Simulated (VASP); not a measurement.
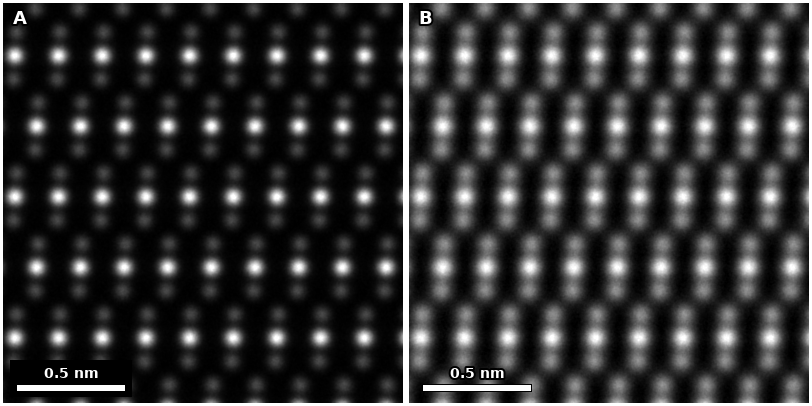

Two simulated images of the same area of PtSe2 (P-3m1, No. 164) along [201], with a probe of 0.61 Å. One is incoherent Z contrast (Z^1.6 per atom), the other the projected potential of neutral atoms blurred by the probe (iDPC-like, thin sample). Brightness is counted from the darkest point of the image. Shot noise was added. Model: coordinates from a relaxation with VASP, VASP Kohn-Sham DFT of a periodic cell, PBE with D3(BJ), VASP PAW PBE potentials, recommended.

**Which panel is which, and how can one tell?**

A is the Z-contrast image and B the potential image. The columns of 1 Se per repeat reach about 26 % of the brightest peak (1 Pt) in A but about 54 % in B, mainly since the potential grows much more slowly with atomic number.
